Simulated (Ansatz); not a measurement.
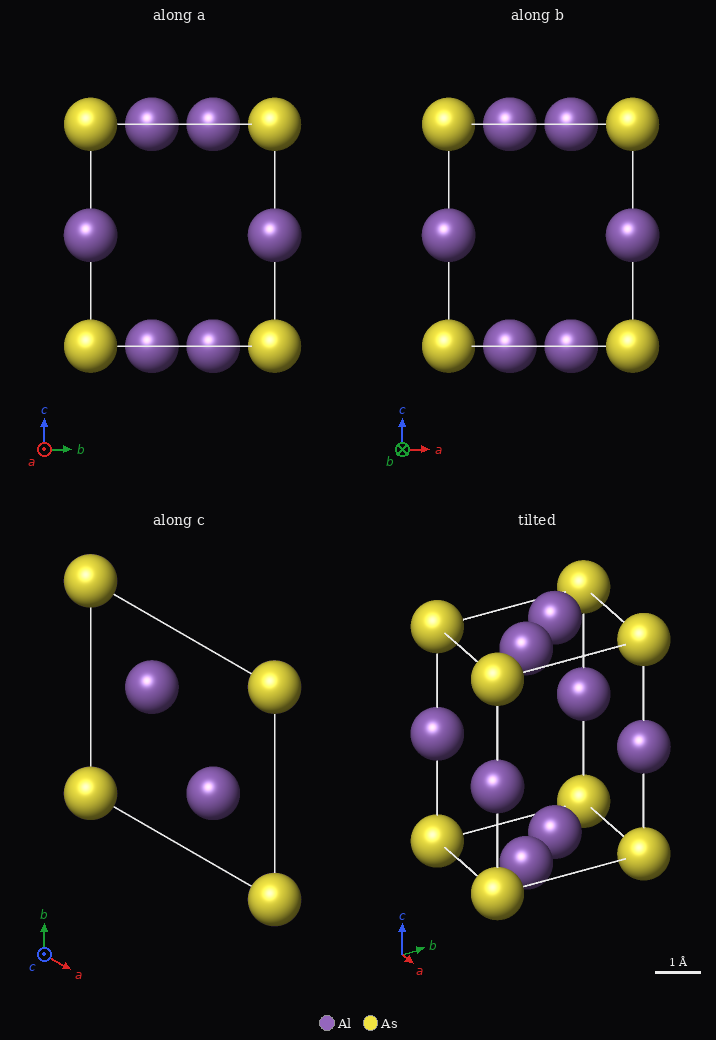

The image is a spheres-only drawing of a crystal, viewed along the a axis, along the b axis, along the c axis and slightly off an axis. The conventional unit cell is outlined; an atom on or near a face, edge or corner is repeated at each equivalent position.

Lattice parameters: a = 4.7866 Å, b = 4.7866 Å, c = 4.9989 Å, α = 90.000°, β = 90.000°, γ = 120.000°.

### Give the structure in the form of a CIF with its space group and independent sites.

```cif
data_structure
_symmetry_space_group_name_H-M 'P 6/m m m'
_symmetry_Int_Tables_number 191
_cell_length_a 4.7866
_cell_length_b 4.7866
_cell_length_c 4.9989
_cell_angle_alpha 90.000
_cell_angle_beta 90.000
_cell_angle_gamma 120.000
_cell_volume 99.19
loop_
_atom_site_label
_atom_site_type_symbol
_atom_site_symmetry_multiplicity
_atom_site_Wyckoff_symbol
_atom_site_fract_x
_atom_site_fract_y
_atom_site_fract_z
_atom_site_occupancy
Al1 Al 1 b 0.0000 0.0000 0.5000 1
Al2 Al 2 c 0.3333 0.6667 0.0000 1
As1 As 1 a 0.0000 0.0000 0.0000 1
```

The cell started as a structure type filled with these elements by a generator (whether the compound takes this form wasn't checked). What is shown is the relaxed result from Ansatz, DFT PBE, scalar-relativistic, plane waves, PAW.
